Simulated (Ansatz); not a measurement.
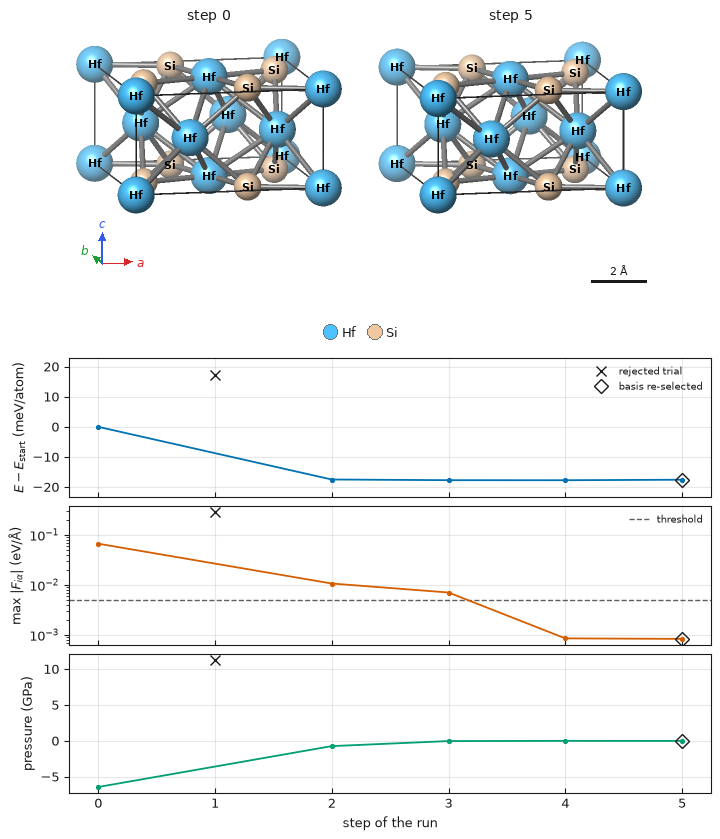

First and last geometry of a relaxation of a crystal of Hf3Si2 (set up in P4/mbm), with the history of the run. Style: ball-and-stick. Shown: the cell of the calculation, slightly off an axis.

Theory: DFT LDA, scalar-relativistic, plane waves, PAW in Ansatz 0.2.0.

Input file:
```yaml
crystal:
  lattice:
    - [6.98985191, 0.0, 0.0]
    - [0.0, 6.98985191, 0.0]
    - [0.0, 0.0, 3.66328402]
  atoms:
    - { symbol: Hf, position: [0.67322933, 0.82677067, 0.5] }
    - { symbol: Hf, position: [0.82677067, 0.32677067, 0.5] }
    - { symbol: Hf, position: [0.32677067, 0.17322933, 0.5] }
    - { symbol: Hf, position: [0.17322933, 0.67322933, 0.5] }
    - { symbol: Hf, position: [0.5, 0.5, 0.0] }
    - { symbol: Hf, position: [0.0, 0.0, 0.0] }
    - { symbol: Si, position: [0.62360275, 0.12360275, 0.0] }
    - { symbol: Si, position: [0.87639725, 0.62360275, 0.0] }
    - { symbol: Si, position: [0.12360275, 0.37639725, 0.0] }
    - { symbol: Si, position: [0.37639725, 0.87639725, 0.0] }
basis:
  ecutwfc: 420
kpoints:
  mp_grid: { grid: [6, 6, 10] }
hamiltonian:
  xc: lda
scf:
  occupations: { method: gaussian, width: 0.1 }
output:
  forces: true
  stress: true
  eigenvalues: true
  write_density: true
  write_potential: true
  elf: true
  volumetric_format: npy
relax:
  adjacent_minimum: "off"
  f_tol: 0.005
  max_steps: 80
  cell: { stress_tol: 0.05 }
```

Launched with:
```bash
ansatz run input.yaml --threads 4 --pin off --max-ram 12288MiB --backend cpu --events-out ev --progress --plain --runs-dir out
```

What do the curves and the structures tell?

Answer. It converged. The largest moves relative to the cell, 0.010 Å, are those of Hf1, Hf2, Hf3 and Hf4. Hf4 goes along [1 1 0]. Si stays in place. Cell: a = b 6.990 → 6.923 Å (−1.0 %), c 3.663 → 3.569 Å (−2.6 %). Volume −4.4 %. Some distances before and after: Hf1–Si8 2.718 → 2.664 Å, Hf1–Hf5 3.168 → 3.118 Å, Hf1–Si10 2.789 → 2.750 Å, Hf5–Si10 2.769 → 2.742 Å. The space group stays P4/mbm (No. 127). The energy falls by 17.6 meV per atom in 3 accepted moves (5 points after the start). Largest force component: 0.067 eV/Å at the start, 0.00083 eV/Å at the end. The pressure goes from −6.43 to −0.01 GPa. The line search rejected the trial step at point 1 of the run. The SCF was repeated once at an unchanged geometry on a basis and grid sized afresh for the cell, which shifted the energy by 0.2 meV per atom at most. The run took 110 s on 4 threads of Oxide Virtual Turin-like Processor (Zen 5) (shared host), peak memory 1.3 GiB.

```csv
step,"E − E(0), meV/atom","largest force component, eV/Å","pressure, GPa","volume, Å³/atom",note
0,0.00,0.0670,-6.43,17.898,
1,17.34,0.2860,11.22,16.086,rejected
2,-17.50,0.0107,-0.73,17.187,
3,-17.73,0.0071,-0.03,17.105,
4,-17.74,0.0009,0.00,17.104,
5,-17.58,0.0008,-0.01,17.104,"same geometry, new basis"
```
